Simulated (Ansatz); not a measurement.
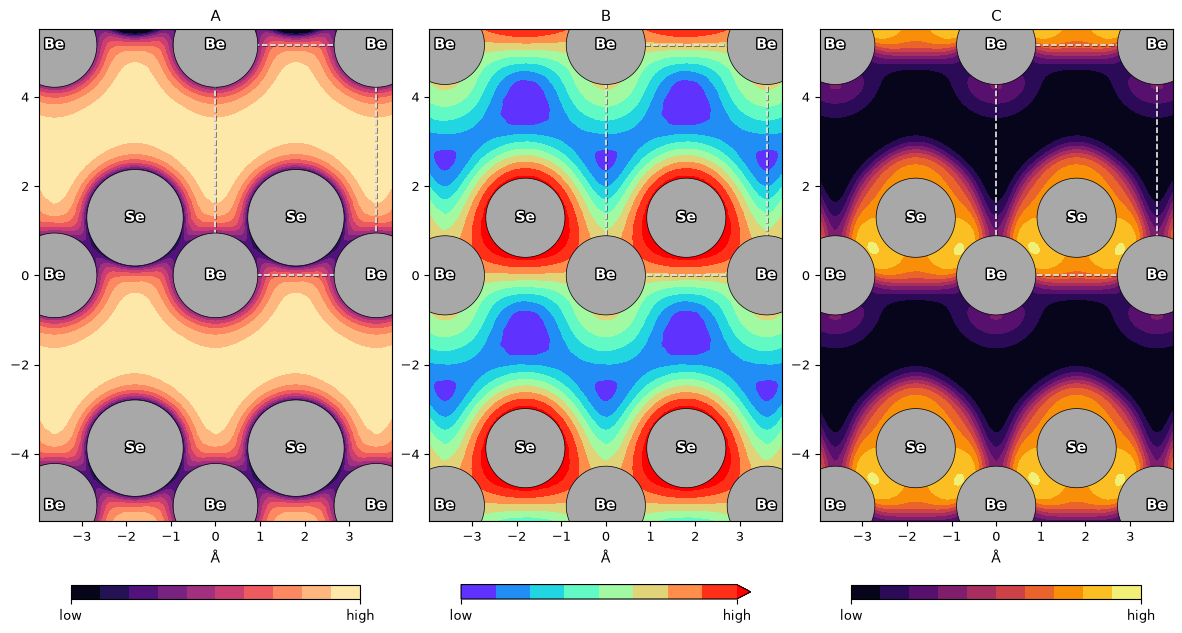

BeSe: 3 fields on the (010) plane of the conventional cell, with unlabelled colour scales. Grey discs cover the atomic cores.

Space group I-4m2; started from the zincblende prototype, which need not be the ambient phase; changed on purpose from its base cell (biaxial xy strain -1.2%); computed pressure about 3 GPa in this cell.

These are results of Ansatz 0.2.0, DFT, PBE, plane waves, PAW, not measurements.

### The panels show electron localisation function, electrostatic potential energy of an electron and valence pseudo-density in some order. Assign them.

Panel A: electrostatic potential energy of an electron (low next to the atoms, rising into the space between them). Panel B: valence pseudo-density. Panel C: electron localisation function. From the grid: Be–Se (2.22 Å): ρ at the midpoint is about 0.61 e/Å³; the ELF peaks at about 0.90 between the atoms, as expected for a polar covalent bond.
